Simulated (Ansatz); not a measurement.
Structure data:

```cif
data_structure
_symmetry_space_group_name_H-M 'F -4 3 m'
_symmetry_Int_Tables_number 216
_cell_length_a 5.7340
_cell_length_b 5.7340
_cell_length_c 5.7340
_cell_angle_alpha 90.000
_cell_angle_beta 90.000
_cell_angle_gamma 90.000
_cell_volume 188.52
loop_
_atom_site_label
_atom_site_type_symbol
_atom_site_symmetry_multiplicity
_atom_site_Wyckoff_symbol
_atom_site_fract_x
_atom_site_fract_y
_atom_site_fract_z
_atom_site_occupancy
Al1 Al 4 a 0.00000 0.00000 0.00000 1
P1 P 4 c 0.25000 0.75000 0.75000 1
```

**Summarise the structure in words.**

This is AlP. Its lattice is face-centred cubic, its space group F-43m (No. 216). Type of structure: zinc blende (sphalerite type). With Z = 4, the cell contains 4 Al, 4 P. The neighbours of Al are four P in a tetrahedral arrangement at 2.48 Å. Around each P lie four Al in a tetrahedral arrangement at 2.48 Å. The bonds build a three-dimensional framework.

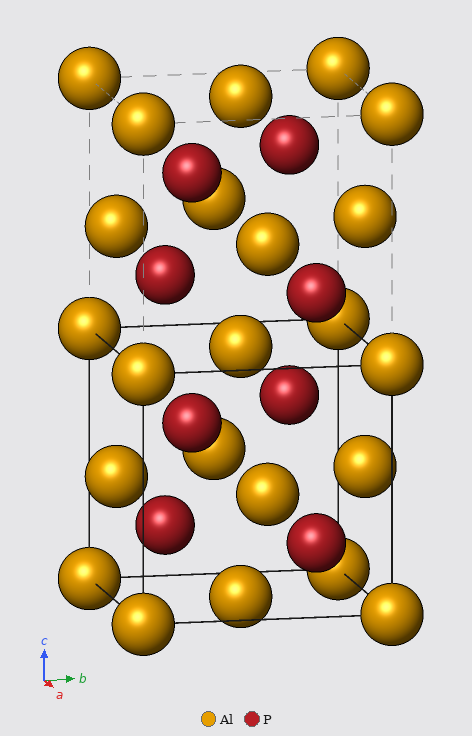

Spheres-only drawing of the structure, looking slightly off an axis. The solid frame is a single conventional unit cell within a 1×1×2 block. Colours: aluminium orange, phosphorus red.

Starting structure: a structure listed in the Materials Project. Earlier steps of the study may have refined or changed the cell and positions. It went into a calculation with Ansatz.
